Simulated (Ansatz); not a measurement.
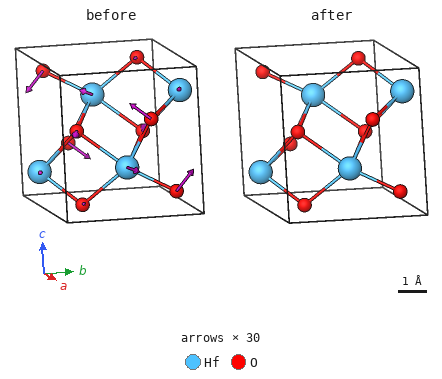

The structure of crystalline HfO$_{2}$ (set up in P2_1/c) before (left) and after (right) a relaxation, at one scale. The purple arrows give the displacements (the part carried along by the change of the cell is left out), 30 times their true length.

The picture is a ball-and-stick view of the cell of the calculation, seen slightly off an axis.

These are results of DFT PBE, scalar-relativistic, plane waves, PAW (Ansatz), not measurements. (plane-wave cutoff 420 eV; k-point mesh 4 × 4 × 4; occupations gaussian; smearing width 0.05 eV; no spin polarisation)

Summarise the run.

Answer. The largest moves relative to the cell, 0.037 Å, are those of O atoms. Largest moves by element: O 0.037 Å, Hf 0.021 Å. The drawn cell changes at constant volume: a 5.161 → 5.108 Å (−1.0 %), b 5.212 → 5.275 Å (+1.2 %), c 5.352 → 5.350 Å (0.0 %), α 90.0° → 90.9°, β 99.7° → 100.1°, γ 90.0° → 89.0°. Near-neighbour distances that change, for instance: Hf–O 2.271 → 2.318 Å, Hf–Hf 3.465 → 3.425 Å, Hf–Hf 3.465 → 3.502 Å, Hf–Hf 3.502 → 3.475 Å. Bond angles that change, for instance: Hf–O–Hf 133.0° → 135.2°. The space group (tolerance 0.01 Å) goes from P2_1/c (No. 14) to P-1 (No. 2).
